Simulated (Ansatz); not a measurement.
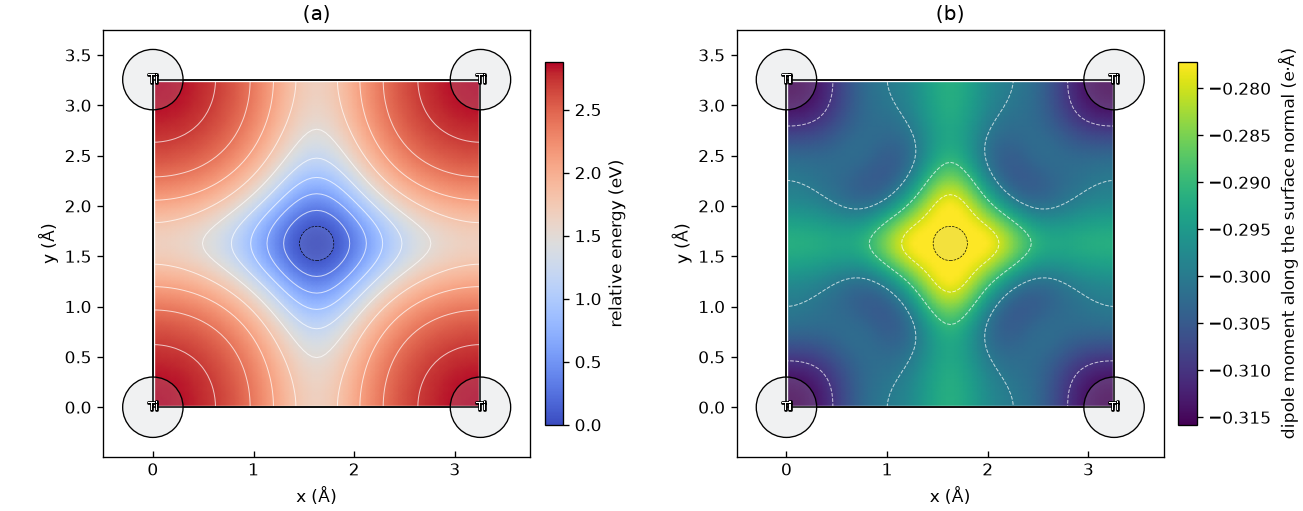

Si on a Ti(100) slab cut from the Im-3m phase, its upper half relaxed before the scan (16 atoms of substrate and one adsorbate in a 2 × 2 cell). Si is moved over the surface cell; relaxed at each place: the height of the adsorbate's atoms; substrate rigid; the origin of the map has the adsorbate above Ti13. Places are given modulo a cell vector. The map is drawn in real space over the plane of the surface. Grid: 8 × 8 points; 15 points were computed and 49 follow by symmetry. Places are given in fractions of the 1 × 1 surface cell. Energies: eV, counted from the lowest grid point. Level of theory: DFT PBE, scalar-relativistic, plane waves, PAW in Ansatz 0.2.0. Settings: cutoff 420 eV, k-mesh 4×4×1, gaussian smearing 0.1 eV, no spin polarisation.

Panel (a) is the energy and panel (b) the computed dipole moment along the surface normal on the same grid.

In the figure: a smooth colour map with a few white contour lines, labelled circles for the atoms of the top layer and small ones for the second layer, the outline of one cell of the plane. Between grid points the surface is interpolated.

How does the dipole moment along the surface normal vary over the map, and what is it at the lowest grid point?

It runs from −0.32 e·Å at the top site over a surface Ti atom, (0/8, 0/8) of the cell vectors to −0.28 e·Å at a fourfold hollow over a second-layer Ti atom, (4/8, 4/8) of the cell vectors. At the lowest grid point, a fourfold hollow over a second-layer Ti atom, (4/8, 4/8) of the cell vectors, it is −0.28 e·Å.

PAW datasets: the set soft_1.
